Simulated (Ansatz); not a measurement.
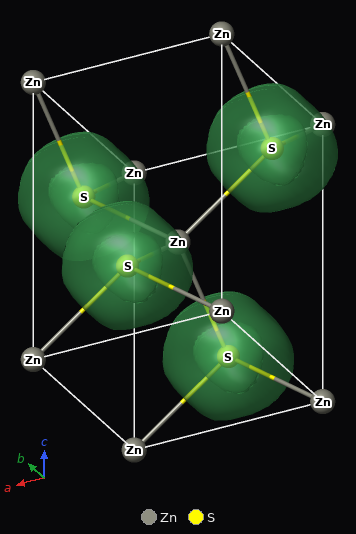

The picture shows: ZnS. Isosurface of the electron localisation function at 0.75 (green), seen at an oblique angle. Only the valence region is drawn (cores and ρ < 0.01 e/Å³ removed). Sticks mark near contacts.

Space group I-4m2; started from the zincblende prototype, which need not be the ambient phase; changed on purpose from its base cell (epitaxial xy strain -2.0%); computed pressure about 3 GPa in this cell.

These are results of DFT, HSE06, plane waves, PAW (Ansatz), not measurements.

In a PAW calculation such maps are meaningful between the atoms, not at the nuclei.

**Where are the electrons localised?**

The surface consists of two regions wrapped around S (the valence shell of each), counted in one cell of 4 atoms. Regions shared between cells count once. Along the contacts the grid gives the following. Zn–S (2.32 Å): the ELF peaks at about 0.90 in the valence shell of S, 0.8 Å from its nucleus, and is about 0.55 at the midpoint.
